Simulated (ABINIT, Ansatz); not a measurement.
# Converging GW for Te2Mo (P6_3/mmc) in ABINIT, part 2 of 2

Aim: raise bands and screening cutoff together for Te2Mo (P6_3/mmc) and follow gap and time.

ABINIT 10.8.3; PBE and many-body steps on it, plane waves. Known limits of the many-body steps: not at the basis limit; no spin-orbit coupling; coarse k mesh.

So far. Step 3 (Screening, 3×3×1 mesh, 148 bands, screening to 76.2 eV): Local fields lower ε∞ by 10 %. On a Γ-centred mesh this coarse the value itself is usually too large, while a short band sum pulls it down. Step 4 (148 bands, 76.2 eV): The gap on the mesh goes from 0.97 eV to 1.42 eV, a correction of +0.44 eV.

### Step 6. 342 bands, 141.5 eV

This step: G0W0 on PBE, plane waves, norm-conserving pseudopotentials.

Contents of run.abi:

```
acell 3*1.0 Angstrom
rprim 
  3.518200000003 -0.000000000001 0.000000000000
  -1.759100000001 3.046850575598 0.000000000000
  0.000000000000 0.000000000000 13.973600000000
ntypat 2
znucl 52 42
natom 6
typat 1 1 1 1 2 2
xred 
  0.333333333333 0.666666666667 0.621000000000
  0.666666666667 0.333333333333 0.121000000000
  0.333333333333 0.666666666667 0.879000000000
  0.666666666667 0.333333333333 0.379000000000
  0.333333333333 0.666666666667 0.250000000000
  0.666666666667 0.333333333333 0.750000000000
pp_dirpath "pseudos"
pseudos "Te.upf, Mo.upf"
ecut 39
ngkpt 3 3 1
nshiftk 1
shiftk 0 0 0
kptopt 1
chksymbreak 0
istwfk *1
occopt 1
irdwfk 1
optdriver 4
nband 342
gwcalctyp 0
ecutsigx 39
symsigma 1
nkptgw 2
kptgw 
  0.0000000000 0.0000000000 0.0000000000
  0.3333333333 0.3333333333 0.0000000000
bdgw 
  61 64
  61 64
ecuteps 5.2
irdscr 1
ppmodel 1
indata_prefix "in"
outdata_prefix "out"
tmpdata_prefix "tmp"
```

Command:

```bash
$ OMP_NUM_THREADS=1 mpirun -n 8 abinit run.abi > log
```

Numbers of over 12 decimals in the logs are rounded to 6 here.

Output:

```text
.Version 10.8.3 of ABINIT. v10.8.2 released Aug 2026.

 Symmetries : space group P6_3/m m c (#194); Bravais hP (primitive hexag.)
[... echo of the input left out ...]
== DATASET  1 ==================================================================
-   mpi_nproc: 8, omp_nthreads: 1 (-1 if OMP is not activated)

--- !DatasetInfo
iteration_state: {dtset: 1, }
dimensions: {natom: 6, nkpt: 3, mband: 342, nsppol: 1, nspinor: 1, nspden: 1, mpw: 11799, }
cutoff_energies: {ecut:  39.0, pawecutdg:  -1.0, }
electrons: {nelect:   1.24000000E+02, charge:   0.00000000E+00, occopt:   1.00000000E+00, tsmear:   1.00000000E-02, }

 SIGMA: Calculation of the GW corrections

 Based on a program developped by R.W. Godby, V. Olevano, G. Onida, and L. Reining.
 Incorporated in ABINIT by V. Olevano, G.-M. Rignanese, and M. Torrent.
.Using double precision arithmetic ; gwpc =  8

[... cell and pseudopotentials left out ...]
--------------------------------------------------------------------------------

 ==== K-mesh for the wavefunctions ====
 Number of points in the irreducible wedge :     3
[... list of points left out ...]
 Together with 24 symmetry operations and time-reversal symmetry
 yields     9 points in the full Brillouin Zone.

 ==== Q-mesh for screening function ====
 Number of points in the irreducible wedge :     3
[... list of points left out ...]
 Together with 24 symmetry operations and time-reversal symmetry
 yields     9 points in the full Brillouin Zone.

 vcoul_init : cutoff-mode = AUXILIARY_FUNCTION
 q-points for optical limit:   1
     1)      0.000010    0.000020    0.000030
 setmesh: FFT mesh size selected  =    36x   36x  150
          total number of points  =       194400

 Number of electrons calculated from density =  124.0000; Expected =  124.0000
[...]
number of omega for Sigma on real axis              0
 max omega for Sigma on real axis  [eV]           0.00
 zcut for avoiding poles [eV]                     0.10

 EPSILON^-1 parameters (SCR file):
 dimension of the eps^-1 matrix on file            573
 dimension of the eps^-1 matrix used               573
 number of plane-waves for wavefunctions         11799
 number of bands                                   342
 number of q-points in IBZ                           3
 number of frequencies                               2
 number of real frequencies                          1
 number of imag frequencies                          1

 matrix elements of self-energy operator (all in [eV])

 Perturbative Calculation

--- !SelfEnergy_ee
iteration_state: {dtset: 1, }
kpoint     : [   0.000,    0.000,    0.000, ]
spin       : 1
KS_gap     :    2.904
QP_gap     :    3.125
Delta_QP_KS:    0.221
data: !SigmaeeData |
     Band     E0 <VxcDFT>   SigX SigC(E0)      Z dSigC/dE  Sig(E)    E-E0       E
       61   9.602 -13.464 -15.349   1.352   0.802  -0.247 -13.892  -0.427   9.175
       62   9.928 -16.262 -16.780   0.552   0.779  -0.284 -16.235   0.026   9.955
       63  12.832 -15.025 -10.693  -4.021   0.794  -0.260 -14.778   0.247  13.080
[...]
--- !SelfEnergy_ee
iteration_state: {dtset: 1, }
kpoint     : [   0.333,    0.333,    0.000, ]
spin       : 1
KS_gap     :    1.038
QP_gap     :    1.455
Delta_QP_KS:    0.417
data: !SigmaeeData |
     Band     E0 <VxcDFT>   SigX SigC(E0)      Z dSigC/dE  Sig(E)    E-E0       E
[...]
63  10.903 -17.026 -12.263  -4.136   0.769  -0.300 -16.544   0.483  11.385
       64  10.903 -17.026 -12.263  -4.136   0.769  -0.300 -16.544   0.483  11.385

== END DATASET(S) ==============================================================
================================================================================

 -outvars: echo values of variables after computation  --------
           etotal      0.0000000000E+00
            nband         342
             nkpt           3
          spgroup         194
 [... the other variables as echoed above ...]

 Calculation completed.
```

The job ended after 22 s (8 MPI ranks of Intel Xeon Platinum 8488C (Sapphire Rapids), shared host; peak memory 2.7 GiB; 3 min of CPU time).

This step gave:

```
G0W0 gap on the points computed              : 1.430 eV
starting gap on the mesh                     : 0.9744 eV
k of the valence top                         : 0, 0, 0
k of the conduction bottom                   : 0.3333, 0.3333, 0
Z at the valence top                         : 0.779
Z at the conduction bottom                   : 0.769
least direct G0W0 gap on the computed points : 1.455 eV
```

Against G0W0 in ABINIT (3×3×1 mesh, 148 bands, screening to 76.2 eV, Godby-Needs plasmon pole), the gap moves by +0.012 eV.

### Step 7. Screening, 3×3×1 mesh, 750 bands, screening to 217.7 eV

This step: RPA screening on PBE, plane waves, norm-conserving pseudopotentials.

Changes to run.abi since step 6:

```diff
@@ -27,17 +27,8 @@
 irdwfk 1
-optdriver 4
-nband 342
-gwcalctyp 0
-ecutsigx 39
-symsigma 1
-nkptgw 2
-kptgw 
-  0.0000000000 0.0000000000 0.0000000000
-  0.3333333333 0.3333333333 0.0000000000
-bdgw 
-  61 64
-  61 64
-ecuteps 5.2
-irdscr 1
-ppmodel 1
+optdriver 3
+nband 750
+ecuteps 8
+inclvkb 2
+awtr 1
+symchi 1
 indata_prefix "in"
```

Output:

```text
.Version 10.8.3 of ABINIT. v10.8.2 released Aug 2026.

 Symmetries : space group P6_3/m m c (#194); Bravais hP (primitive hexag.)
[... echo of the input left out ...]
== DATASET  1 ==================================================================
-   mpi_nproc: 8, omp_nthreads: 1 (-1 if OMP is not activated)

--- !DatasetInfo
iteration_state: {dtset: 1, }
dimensions: {natom: 6, nkpt: 3, mband: 750, nsppol: 1, nspinor: 1, nspden: 1, mpw: 11799, }
cutoff_energies: {ecut:  39.0, pawecutdg:  -1.0, }
[...]
--------------------------------------------------------------------------------
[... chi0 elements left out ...]
 For q-point:  0.000010 0.000020 0.000030
  dielectric constant =  20.2392
  dielectric constant without local fields =  23.1525

  Average fulfillment of the sum rule on Im[epsilon] for q-point    1 :     82.29  [%]
[... wings left out ...]
  q-point number  2        q = ( 0.333333, 0.000000, 0.000000) [r.l.u.]
--------------------------------------------------------------------------------
[... chi0 elements left out ...]
  Average fulfillment of the sum rule on Im[epsilon] for q-point    2 :     80.84  [%]

 [... 1 further q-points ...]
```

It took 9.9 min on 8 MPI ranks; peak memory 6.2 GiB.

This step gave:

```
ε∞ with local fields, on this mesh, along the program's q direction : 20.24
the same without local fields                                       : 23.15
plasma frequency                                                    : 33.79 eV
plane waves in the screening matrix                                 : 1119
```

### Step 8. 750 bands, 217.7 eV

This step: G0W0 on PBE, plane waves, norm-conserving pseudopotentials.

Changes to run.abi since step 7:

```diff
@@ -27,8 +27,17 @@
 irdwfk 1
-optdriver 3
+optdriver 4
 nband 750
+gwcalctyp 0
+ecutsigx 39
+symsigma 1
+nkptgw 2
+kptgw 
+  0.0000000000 0.0000000000 0.0000000000
+  0.3333333333 0.3333333333 0.0000000000
+bdgw 
+  61 64
+  61 64
 ecuteps 8
-inclvkb 2
-awtr 1
-symchi 1
+irdscr 1
+ppmodel 1
 indata_prefix "in"
```

Output:

```text
.Version 10.8.3 of ABINIT. v10.8.2 released Aug 2026.

 Symmetries : space group P6_3/m m c (#194); Bravais hP (primitive hexag.)
[... echo of the input left out ...]
== DATASET  1 ==================================================================
-   mpi_nproc: 8, omp_nthreads: 1 (-1 if OMP is not activated)

--- !DatasetInfo
iteration_state: {dtset: 1, }
dimensions: {natom: 6, nkpt: 3, mband: 750, nsppol: 1, nspinor: 1, nspden: 1, mpw: 11799, }
cutoff_energies: {ecut:  39.0, pawecutdg:  -1.0, }
[...]
Band     E0 <VxcDFT>   SigX SigC(E0)      Z dSigC/dE  Sig(E)    E-E0       E
[...]
63  10.903 -17.026 -12.263  -4.559   0.767  -0.304 -16.869   0.157  11.059
       64  10.903 -17.026 -12.263  -4.559   0.767  -0.304 -16.869   0.157  11.059

== END DATASET(S) ==============================================================
================================================================================

 -outvars: echo values of variables after computation  --------
           etotal      0.0000000000E+00
            nband         750
             nkpt           3
          spgroup         194
 [... the other variables as echoed above ...]

 Calculation completed.
```

Elapsed: 2.3 min, on 8 MPI ranks; peak memory 5.7 GiB.

Numbers from this step:

* G0W0 gap on the points computed: 1.410 eV
* starting gap on the mesh: 0.9744 eV
* k of the valence top: 0, 0, 0
* k of the conduction bottom: 0.3333, 0.3333, 0
* least direct G0W0 gap on the computed points: 1.441 eV

Against G0W0 in ABINIT (3×3×1 mesh, 342 bands, screening to 141.5 eV, Godby-Needs plasmon pole), the gap moves by −0.020 eV.

### Step 9. Side by side

Times are wall times on 8 MPI ranks of Intel Xeon Platinum 8488C (Sapphire Rapids), shared host, good to a factor of about two. A run's time includes the screening step that it read.

```
                run   mesh  bands  screening cutoff (eV)  DFT gap (eV)  gap on the mesh (eV)  direct (eV)  ε∞ used     time
 148 bands, 76.2 eV  3×3×1    148                   76.2         0.974                 1.418        1.457    20.85     61 s
342 bands, 141.5 eV  3×3×1    342                  141.5         0.974                 1.430        1.455    20.43  3.1 min
750 bands, 217.7 eV  3×3×1    750                  217.7         0.974                 1.410        1.441    20.24   12 min
```

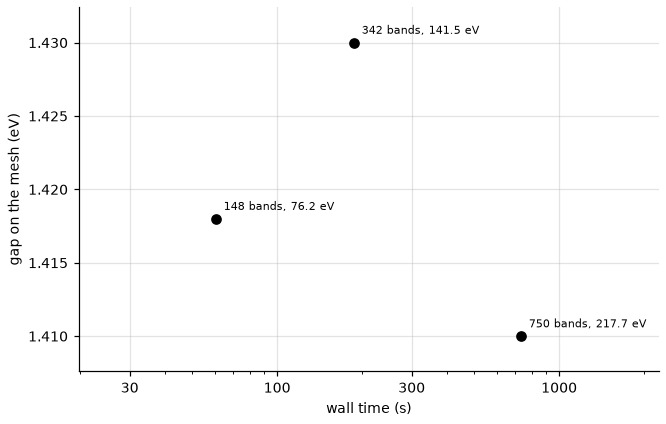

Result against wall time.

### Step 10. Summary of results

- 148 bands, 76.2 eV: 1.418 eV
- 342 bands, 141.5 eV: 1.430 eV
- 750 bands, 217.7 eV: 1.410 eV
- known limits: not at the basis limit; no spin-orbit coupling; coarse k mesh

**Reading.** From the first rung to the last the gap moves by −0.01 eV for 12 times the time. The gap turns back along the series, so no limit is drawn from it. In the first G0W0 run levels were corrected at 2 k points alone, so a gap called «on the mesh» is the least over those, and an edge elsewhere would be missed. A denser mesh or path gives a starting gap of 0.83 eV: the GW mesh misses a band edge, so its gaps are not the fundamental one. The 3×3×1 mesh is coarse for this cell, which bears on the long-range parts of exchange and screening. The many-body steps are scalar-relativistic: spin-orbit coupling is not in them.

[Paths, hosts, dates, memory and timing lines, banners, echoed tables and standing remarks are left out of the program output.]

[Logs are printed without paths, hosts, clocks, repeated set-up lines and the standing remarks that a program may print on its own settings, such as how far it seeks lower states.]

[Runs of the session that timed out or met a known fault of the program may be left out.]

[No measured gap is set beside runs whose start may be inverted or whose files or cutoffs have a known fault.]

[Hosts, paths, dates, database ids (printed as entryN), source tags and the programs' standing remarks are cut or masked in the printed files.]

[G0W0 gaps are taken among the corrected bands and points alone; a level outside them can change the order at an edge.]

[Where Ansatz stands beside ABINIT at settings called matched, ABINIT's density can come from a denser mesh and the files from another edition; pairs whose starting gaps differed by over 0.03 eV were left out, so agreement reads better than it is.]
